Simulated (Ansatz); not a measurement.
# C₂₄Cl: single-point calculation (part 4 of 4)

Continued. System: C₂₄Cl (slab, 25 atoms in the cell). Method: DFT PBE+D3(BJ), scalar-relativistic, plane waves, PAW, PAW set soft_1, spin-polarised (Ansatz 0.2.0); cutoff 420 eV, 6×4×1 k-mesh, Gaussian smearing of 0.05 eV, collinear spins. The structure derives from an entry of the Crystallography Open Database.

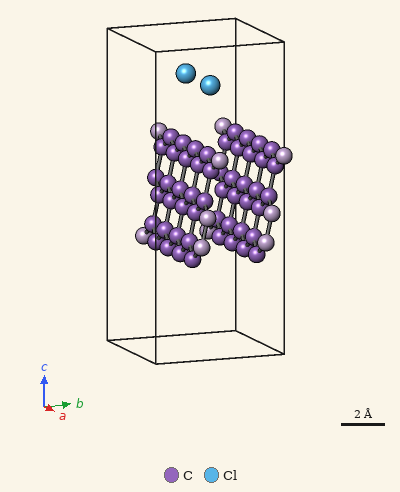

Fig. 1: The input geometry (ball-and-stick view of the 2 × 1 repeat of the cell, with the vacuum cut short, seen slightly off an axis; neighbours outside the cell are drawn fainter). An atom can appear more than once, as a periodic image.

Output, continued
```
Per-site moments (μB) at R_I (Å): [(0.43121084977579965, 0.5870470484717351), (-0.22508019868618365, 0.5870470484717352), (0.4320669779886587, 0.5870470484717353), (0.37945552334251265, 0.5870470484717353), (-0.014482701686170905, 0.5870470484717353), (-0.017268509627620908, 0.5870470484499222), (-0.012862336778908941, 0.5870470484717351), (-0.014687259867564298, 0.5870470484499222), (0.06267903311521449, 0.5834366291622244), (0.010010438804221818, 0.5834366292802302), (0.06379902713817763, 0.5834366291622245), (0.030744010570598754, 0.5834366292802302), (-0.07019436931412172, 0.5834366291622245), (-0.012399789864989312, 0.5834366292802302), (-0.07169524543038316, 0.5834366291622244), (-0.03401573612752316, 0.5834366292802302), (0.026139624226824407, 0.5690668742164645), (0.014151292353372903, 0.5690668742164645), (0.024427906315326337, 0.5690668742164646), (0.010915431864915651, 0.5690668742164645), (-0.35452378483626873, 0.5690668742164645), (0.2536858725249093, 0.5690668742164645), (-0.3955408049863126, 0.5690668742164646), (-0.33334563883617235, 0.5690668742164645), (0.49776463943000426, 1.324958954832489)]
Free energy (F): -7079.959577 eV
Harris-Foulkes:  -7079.959577 eV  (|F-HF|=2.28e-8)
Internal energy: -7079.945236 eV  (E = F + TS)
E sigma→0 (E₀):  -7079.952406 eV
Entropy (-TS):   -0.014341 eV (-0.574 meV/atom)
Fermi energy:    -2.462318 eV
Dipole field:    D = -0.109665 V/Å  (p = -0.455948 e·Å, saw-weighted, corrected)
Work function:   Φ+ = 7.6280 eV   Φ− = 5.1904 eV
Levels:          The Fermi level and band energies are counted from a zero that moves with the ramp; work functions are not
--- Per-component energies (eV) ---
  E_band       = -1094.578996
  E_kinetic    = 2235.082557
  E_local      = -50790.237553  (includes V_loc(G=0)·N_el)
  E_nonlocal   = 600.210626
  E_hartree    = 24271.412428
  E_xc         = -1217.797273
  E_vxc        = -1481.321855  (∫ρ·V_xc dr)
  E_paw        = -3058.526986  (= ΣΔE_a)
  E_vpaw       = -188.137220  (= ΣTr[D̂ρ^β])
  E_aug_tail   = 0.000499  (compensation charges beyond the density's cutoff)
  E_efield     = 0.025001  (sawtooth field / dipole correction)
  E_vefield    = -13.018821  (∫n·V_field dr)
  E_ewald      = 20882.808244
  E_disp       = -2.922779  (pairwise vdW)
  E_smearing   = -0.014341  (= −TS)
  E_closure    = -0.000000  (closes the sum)
  Σ components = -7079.959577   (vs F -7079.959577, Δ=0.00e0)
--- Forces (eV/Å), atoms counted from 1 ---
  atom   1  C     -0.00984447     0.52157089     2.55669335
  atom   2  C      0.01168401     0.17670541     2.38249564
  atom   3  C      0.00622243     0.52554710     2.56054283
  atom   4  C      0.02467003     0.56996862     2.60202298
  atom   5  C      0.00477292    -0.74980302    -3.58885389
  atom   6  C      0.18608848    -0.57161544    -3.60895279
  atom   7  C      0.00010589    -0.73885069    -3.58871293
  atom   8  C     -0.20698436    -0.54252641    -3.56927555
  atom   9  C     -0.00756369     0.23921101     1.09092688
  atom  10  C     -0.08781896     0.20111572     1.17184876
  atom  11  C      0.00363887     0.26205894     1.13426810
  atom  12  C     -0.00366079     0.18392552     1.14088257
  atom  13  C     -0.04078940     0.09698684     0.48040535
  atom  14  C      0.02351664     0.10568002     0.42489002
  atom  15  C      0.05560526     0.08453812     0.44233993
  atom  16  C      0.06430222     0.07841494     0.47238757
  atom  17  C      0.02943607    -0.06406372    -0.21495784
  atom  18  C     -0.03394581    -0.07558810    -0.31165609
  atom  19  C     -0.04247647    -0.05321482    -0.13680110
  atom  20  C      0.08754612    -0.08759507    -0.27974928
  atom  21  C      0.16327898     0.01837584     0.18150300
  atom  22  C     -0.02820737    -0.02954348    -0.22728168
  atom  23  C     -0.07519047    -0.03051532    -0.08046694
  atom  24  C     -0.03678762    -0.01782223    -0.08200433
  atom  25  Cl    -0.08759778    -0.10297050    -0.95252053
  max |Σ_I F_I| component: 2.59e-5 eV/Å
--- Band table (eV; the first three rows and the last of 28) ---
  k-point 0 ↑: bands = ["-21.5402", "-21.2558", "-19.9318", "-19.6683", "-17.6115", "-17.4211", "-17.3086", "-17.2704", "-17.1734", "-17.0781", "-15.6440", "-15.6324", "-15.5604", "-15.3367", "-15.2871", "-13.7671", "-13.7503", "-13.7167", "-13.5815", "-13.1362", "-13.0453", "-10.2415", "-10.0489", "-10.0417", "-9.7311", "-9.5907", "-9.1247", "-8.9871", "-8.7114", "-8.5693", "-8.5230", "-8.3854", "-7.6586", "-7.5458", "-6.9838", "-6.3424", "-6.2299", "-6.2048", "-5.2945", "-5.1501", "-5.0110", "-5.0054", "-4.8716", "-4.6358", "-4.5929", "-4.3635", "-4.0366", "-3.9944", "-2.9681", "-2.8601", "-2.8021", "-2.5122", "-2.2616", "-2.1247", "-1.7496", "-1.5319", "-1.4893", "-1.0654", "-0.3828", "-0.3625", "0.0598", "0.1298", "0.6524", "1.4207", "2.4265", "2.7728", "3.7265", "3.9218", "4.1696", "4.3542", "5.0627", "5.1117", "5.3291", "5.3948", "5.5048", "5.6732", "6.0721"]
  k-point 1 ↑: bands = ["-21.5043", "-21.2964", "-19.9061", "-19.6964", "-17.5933", "-17.4393", "-17.3259", "-17.2976", "-17.1444", "-17.0605", "-15.6889", "-15.5861", "-15.5676", "-15.3269", "-15.2861", "-13.7831", "-13.7656", "-13.6930", "-13.5738", "-13.1234", "-13.0565", "-10.0494", "-10.0418", "-10.0218", "-9.7317", "-9.5912", "-9.1197", "-8.9830", "-8.7445", "-8.7095", "-8.5713", "-8.3126", "-7.6572", "-7.5473", "-7.2362", "-6.2264", "-6.2084", "-6.1949", "-5.4408", "-5.2166", "-5.1766", "-5.1024", "-4.8727", "-4.5129", "-4.4891", "-4.3646", "-4.0290", "-3.9986", "-2.9738", "-2.8601", "-2.7837", "-2.5067", "-2.2519", "-2.0676", "-1.7498", "-1.4990", "-1.4423", "-1.0842", "-0.3675", "-0.3469", "0.1337", "0.2091", "0.7949", "1.3648", "2.6113", "3.3377", "3.6761", "4.1552", "4.3201", "4.4207", "4.6866", "5.1040", "5.1260", "5.3595", "5.6037", "5.8145", "6.0293"]
  k-point 2 ↑: bands = ["-21.4406", "-21.3647", "-19.8704", "-19.7345", "-17.5695", "-17.4628", "-17.3411", "-17.3173", "-17.1234", "-17.0448", "-15.7090", "-15.5777", "-15.5611", "-15.3183", "-15.2846", "-13.7964", "-13.7740", "-13.6785", "-13.5667", "-13.1022", "-13.0762", "-10.0497", "-10.0420", "-9.7323", "-9.5916", "-9.4751", "-9.4068", "-9.1044", "-8.9791", "-8.7076", "-8.5734", "-7.8745", "-7.7445", "-7.6558", "-7.5488", "-6.2182", "-6.2166", "-5.8734", "-5.7615", "-5.3177", "-5.2925", "-5.1169", "-4.8701", "-4.4492", "-4.4380", "-4.3668", "-4.0194", "-4.0050", "-2.9794", "-2.8600", "-2.7518", "-2.4961", "-2.2378", "-2.0221", "-1.7503", "-1.4652", "-1.4089", "-1.1058", "-0.3240", "-0.3084", "0.1895", "0.2700", "1.0677", "1.1724", "3.0426", "3.2096", "4.2314", "4.3152", "4.6745", "4.6975", "5.0192", "5.0386", "5.1546", "5.1757", "5.2264", "5.2711", "5.8527"]
  k-point 13 ↓: bands = ["-20.4309", "-20.3953", "-20.2286", "-20.2104", "-18.9284", "-18.7937", "-18.7112", "-18.6505", "-16.6381", "-16.4905", "-16.4155", "-16.3842", "-14.6918", "-12.9106", "-12.7505", "-12.7373", "-12.7198", "-11.6430", "-11.5848", "-11.5733", "-11.5550", "-11.0466", "-10.9775", "-10.9255", "-10.9167", "-9.4218", "-9.3619", "-9.2437", "-9.2389", "-8.8260", "-8.7143", "-8.6951", "-8.6658", "-8.6543", "-8.6403", "-7.4965", "-7.4914", "-7.0671", "-6.9670", "-6.0487", "-5.9959", "-4.8692", "-4.7594", "-4.3506", "-4.1648", "-4.0690", "-4.0114", "-3.9586", "-3.9573", "-2.7885", "-2.7285", "-2.4433", "-2.0755", "-1.8487", "-1.7876", "-1.6112", "0.0320", "0.1927", "0.2830", "0.3405", "2.5383", "2.7114", "2.8910", "3.0088", "4.1460", "4.3506", "4.6559", "4.6569", "4.7056", "4.7938", "4.9669", "5.0002", "5.4411", "5.6322", "5.7310", "5.7555", "5.8423"]
--- Löwdin populations: 25 sites ---
  site symbol       q [e]    m [muB]
     0      C      3.9254     1.2173
     1      C      3.9406    -0.6870
     2      C      3.9244     1.2198
     3      C      3.8922     1.1039
     4      C      3.9896    -0.1365
     5      C      3.9909    -0.0503
     6      C      3.9910    -0.1346
     7      C      3.9908    -0.0469
     8      C      3.9708     0.1543
     9      C      3.9659     0.0377
    10      C      3.9714     0.1559
    11      C      3.9663     0.0680
    12      C      3.9582    -0.1794
    13      C      3.9537    -0.0442
    14      C      3.9584    -0.1823
    15      C      3.9523    -0.0803
    16      C      3.9862     0.1421
    17      C      3.9900     0.0380
    18      C      3.9880     0.1409
    19      C      3.9911     0.0328
    20      C      3.8734    -1.0209
    21      C      3.8504     0.7815
    22      C      3.8702    -1.1492
    23      C      3.8505    -1.0070
    24     Cl      7.2163     0.5622
  spilling = 0.010117 (of n_electrons = 103.000000)
```

File populations.tsv
```
# site	symbol	l	j	q_up	q_dn
# orbitals = lowdin
# n_electrons = 103.000000
# spilling = 0.010117
0	C	0_2S	-	0.636337	0.440125
0	C	1_2P	-	1.935044	0.913923
1	C	0_2S	-	0.483092	0.625251
1	C	1_2P	-	1.143694	1.688539
2	C	0_2S	-	0.636405	0.439826
2	C	1_2P	-	1.935710	0.912450
3	C	0_2S	-	0.635548	0.457987
3	C	1_2P	-	1.862512	0.936179
4	C	0_2S	-	0.445091	0.459337
4	C	1_2P	-	1.481436	1.603722
5	C	0_2S	-	0.449794	0.454288
5	C	1_2P	-	1.520502	1.566318
6	C	0_2S	-	0.445342	0.459209
6	C	1_2P	-	1.482872	1.603589
7	C	0_2S	-	0.450416	0.453631
7	C	1_2P	-	1.521528	1.565247
8	C	0_2S	-	0.458580	0.441711
8	C	1_2P	-	1.603973	1.466534
9	C	0_2S	-	0.451141	0.449370
9	C	1_2P	-	1.550667	1.514742
10	C	0_2S	-	0.458606	0.441372
10	C	1_2P	-	1.605022	1.466394
11	C	0_2S	-	0.452600	0.447362
11	C	1_2P	-	1.564556	1.501770
12	C	0_2S	-	0.448458	0.469741
12	C	1_2P	-	1.440968	1.599043
13	C	0_2S	-	0.457811	0.459573
13	C	1_2P	-	1.496915	1.539383
14	C	0_2S	-	0.448184	0.470275
14	C	1_2P	-	1.439826	1.600085
15	C	0_2S	-	0.457182	0.461327
15	C	1_2P	-	1.478801	1.554977
16	C	0_2S	-	0.454875	0.438894
16	C	1_2P	-	1.609273	1.483135
17	C	0_2S	-	0.448366	0.444921
17	C	1_2P	-	1.565640	1.531114
18	C	0_2S	-	0.454759	0.438957
18	C	1_2P	-	1.609674	1.484584
19	C	0_2S	-	0.448035	0.445576
19	C	1_2P	-	1.563899	1.533587
20	C	0_2S	-	0.438590	0.587011
20	C	1_2P	-	0.987675	1.860146
21	C	0_2S	-	0.591568	0.460927
21	C	1_2P	-	1.724353	1.073510
22	C	0_2S	-	0.428741	0.598002
22	C	1_2P	-	0.931780	1.911686
23	C	0_2S	-	0.454520	0.595656
23	C	1_2P	-	0.967251	1.833114
24	Cl	0_3S	-	0.997264	0.999270
24	Cl	1_3P	-	2.891983	2.327766
```

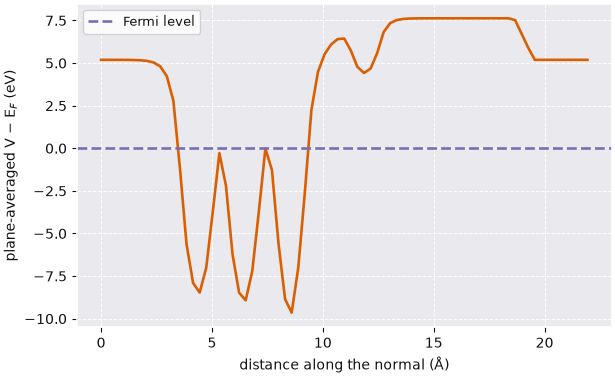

Fig. 2: Plane average of the electrostatic potential energy of an electron across the cell, from the Fermi level. The vacuum level lies 7.63 eV above the Fermi level on the upper side and 5.19 eV on the lower.

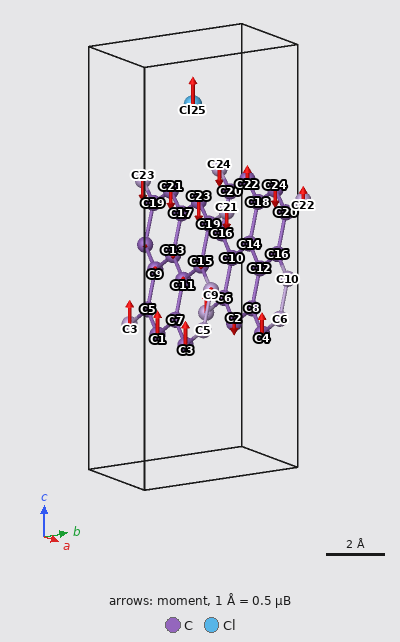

Fig. 3: Magnetic moments of the sites as red arrows (ball-and-stick view of the cell of the calculation, with the vacuum cut short, seen slightly off an axis; neighbours outside the cell are drawn fainter; atoms are numbered from 1 in the order of the input); small moments hardly show. The run is collinear, so the axis drawn is arbitrary. Site moments: Cl25 (0.50 μB); C1, C3 (0.43 μB); C23 (−0.40 μB); C4 (0.38 μB); C21 (−0.35 μB); C24 (−0.33 μB); C22 (0.25 μB), among others. They are counted near the atoms and needn't add up to the moment of the cell.

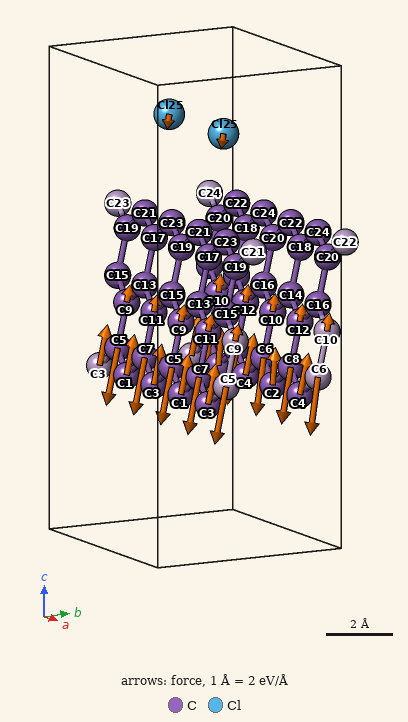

Fig. 4: Forces on the atoms as orange arrows (ball-and-stick view of the 2 × 1 repeat of the cell, with the vacuum cut short, seen slightly off an axis; neighbours outside the cell are drawn fainter; atoms are numbered from 1 in the order of the input); the smallest are left out. The largest act on C5 (3.67 eV/Å); C6, C7 (3.66 eV/Å); C8 (3.62 eV/Å); C4 (2.66 eV/Å), among others. The geometry is not a stationary point of this energy.

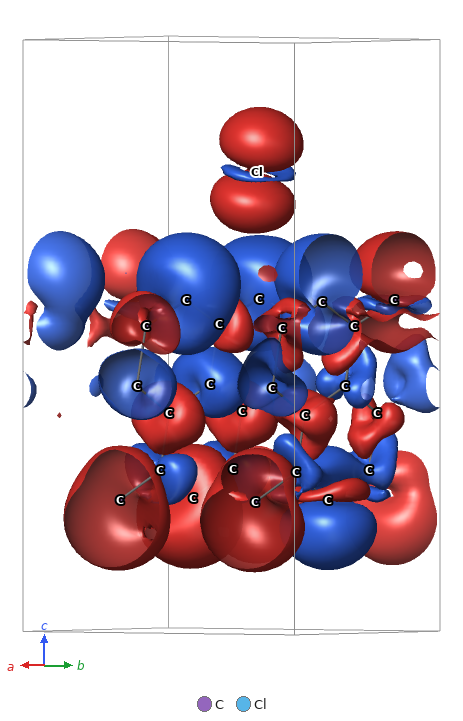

Fig. 5: Isosurfaces of the magnetisation density (up minus down) at +0.015 (red) and −0.015 e/Å³ (blue), seen at an oblique angle. Sticks mark near contacts. The spin density sits on C: +0.4 μB (×3) and −0.4 μB (×3); Cl: +0.5 μB in one cell of 25 atoms: ferrimagnetic. The cell of the calculation (25 atoms) carries 0.9 μB net. In a PAW calculation such maps are meaningful between the atoms, not at the nuclei.

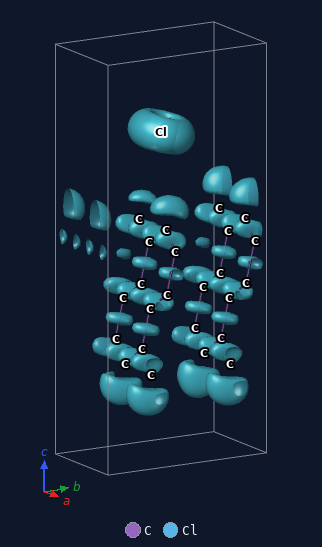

Fig. 6: Isosurface of the ELF at 0.85 (cyan), seen slightly off an axis. Only the valence region is drawn (cores and ρ < 0.01 e/Å³ removed). Sticks mark near contacts. Along the contacts the grid gives the following. C–C (1.38 Å): the ELF peaks at about 0.95 between the atoms, which marks a covalent bond.
